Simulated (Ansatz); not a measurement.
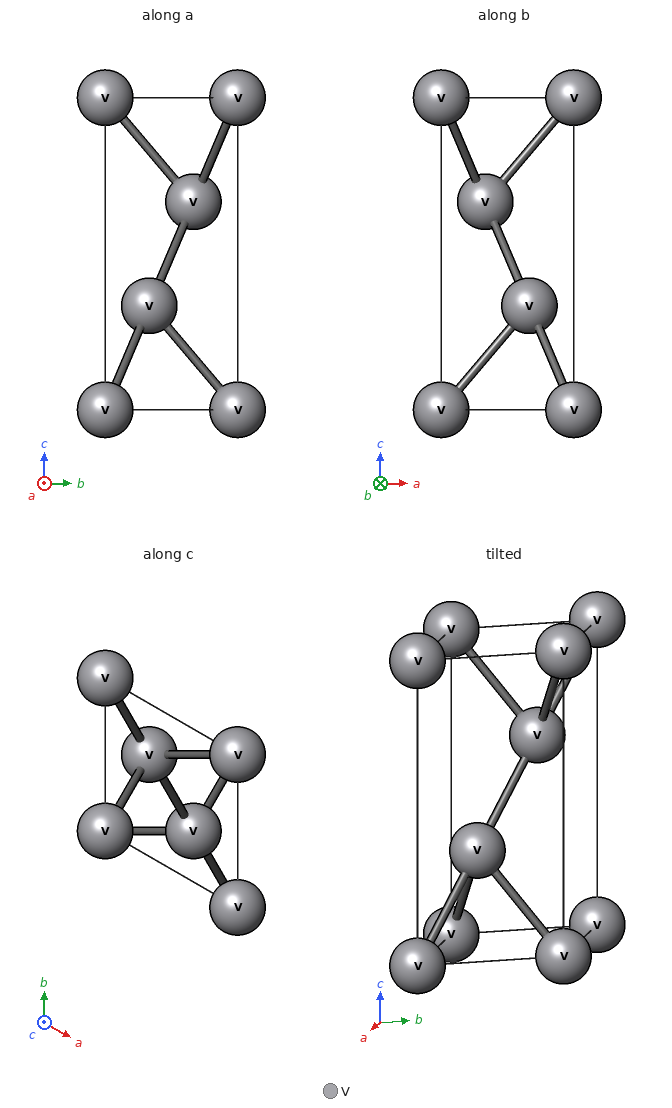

The figure gives a ball-and-stick picture of the atoms, viewed along the a axis, along the b axis, along the c axis and slightly off an axis. The frame is the conventional unit cell; atoms at its boundary are shown with their periodic copies.

Lattice parameters: a = 2.822 Å, b = 2.822 Å, c = 5.762 Å, α = 90.00°, β = 90.00°, γ = 120.00°.

Q: Give the atomic positions as a table of Wyckoff sites.

A: Space group R-3m:H (No. 166).
| atom | site | x | y | z |
| --- | --- | --- | --- | --- |
| V | 3a | 0.3333 | 0.6667 | 0.6667 |

The model was built from a structure type filled with this element by a generator (whether the element takes this form wasn't checked). What is shown is the relaxed result from DFT PBEsol, scalar-relativistic, plane waves, PAW (Ansatz 0.2.0).
